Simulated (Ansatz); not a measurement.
**SiC: density, localisation and related maps**

The calculation's input:

```
crystal:
  lattice:
    - [0.0, 2.0458123268, 2.4549747921]
    - [2.0458123268, 0.0, 2.4549747921]
    - [2.0458123268, 2.0458123268, 0.0]
  atoms:
    - { symbol: Si, position: [0.0, 0.0, 0.0] }
    - { symbol: C, position: [0.75, 0.75, 0.75] }
basis:
  ecutwfc: 500
kpoints:
  mp_grid: { grid: [12, 12, 12] }
hamiltonian:
  xc: r2scan
scf:
  occupations: { method: gaussian, width: 0.05 }
output:
  forces: true
  stress: true
  eigenvalues: true
  write_density: true
  write_potential: true
  elf: true
  volumetric_format: npy
```

Run with:

```sh
ansatz run input.yaml --threads 1 --pin off --max-ram 2560MiB --backend cpu --events-out ev --progress --plain --runs-dir out
```

Below, planes, directions and counts refer to the conventional cell (a = 2.89 Å, b = 2.89 Å, c = 4.91 Å, α = 90.00°, β = 90.00°, γ = 90.00°).

Space group I-4m2.

Method: Ansatz 0.2.0, DFT r2SCAN, scalar-relativistic, plane waves, PAW.

The density is the valence pseudo-density of a PAW calculation; it isn't the true density close to the nuclei.

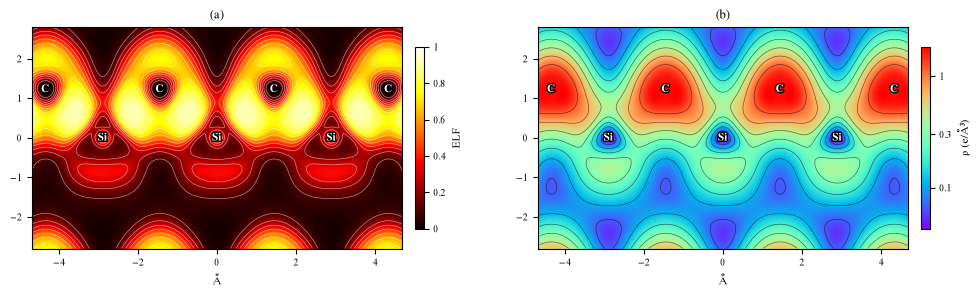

Figure 1. (a) electron localisation function; (b) valence electron density on the (100) plane of the conventional cell.

### Interpret the plot.

The section cuts through Si and C sites. Si–C (1.90 Å): the density is about 0.88 e/Å³ at the midpoint; the ELF peaks at about 0.95 between the atoms; a covalent bond. Between the atoms the lowest density in this plane is 0.05 e/Å³.

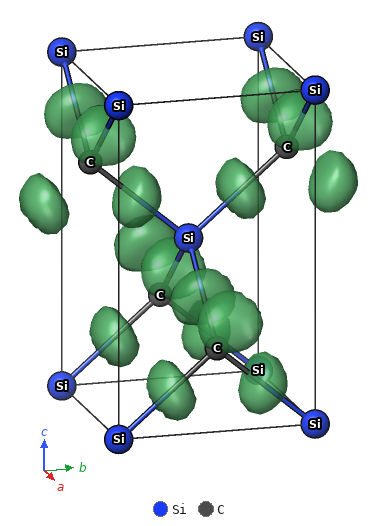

Figure 2. Isosurface of the ELF at 0.85 (green), seen slightly off an axis. Only the valence region is drawn (cores and ρ < 0.01 e/Å³ removed). Sticks mark near contacts.

### Identify the bonds, lone pairs and shells in this picture.

The ELF exceeds this value in eight regions between bonded C–Si atoms (shared pairs), counted in one cell of 4 atoms. Any copies at cell faces, edges or corners count once.

### Metal or insulator at this level of theory?

It is gapped, with a Kohn–Sham gap of 0.59 eV on the k-point mesh, an upper bound to the gap of this method.
